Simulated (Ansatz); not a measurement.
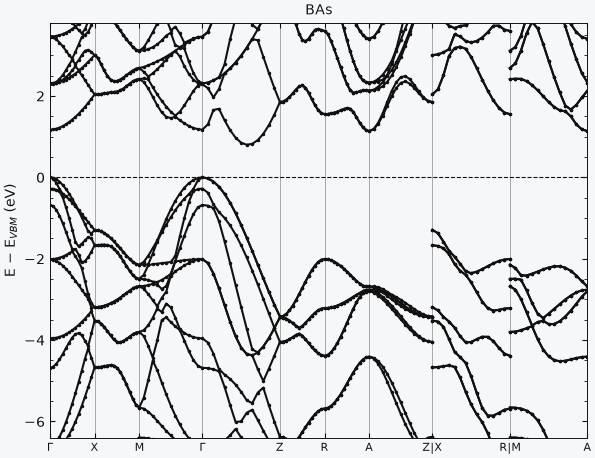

Band structure. Energies are counted from the top of the valence band.

### What lattice type does the k path imply?

A primitive tetragonal lattice: the path Γ–X–M–Γ–Z–R–A–Z|X–R|M–A runs through the special points of its Brillouin zone.

System: BAs, space group P4_2/mnm (No. 136), 8 atoms in the cell; a = 5.89 Å, b = 5.89 Å, c = 3.39 Å, α = 90.00°, β = 90.00°, γ = 90.00°.

Level of theory: DFT PBE, scalar-relativistic, plane waves, PAW, no spin polarisation, 6×6×8 k mesh, 420 eV cutoff, Gaussian smearing of 0.02 eV; code Ansatz 0.2.0.

### Read off the fundamental gap and say whether it is direct.

The bands leave a gap. The gap along this path is 0.80 eV and indirect, from the valence-band top at Γ to the conduction-band bottom between Γ and Z; the smallest direct gap is 1.17 eV, at Γ.

### What are the direct gaps at A, R and X?

The direct gaps are 3.82 eV at A, 3.56 eV at R and 3.33 eV at X.

### How much do the top valence band and the lowest conduction band disperse along the path?

The top valence band spans 3.4 eV and the lowest conduction band 2.4 eV.

The structure is an invented one, so it need not be a known or stable phase.
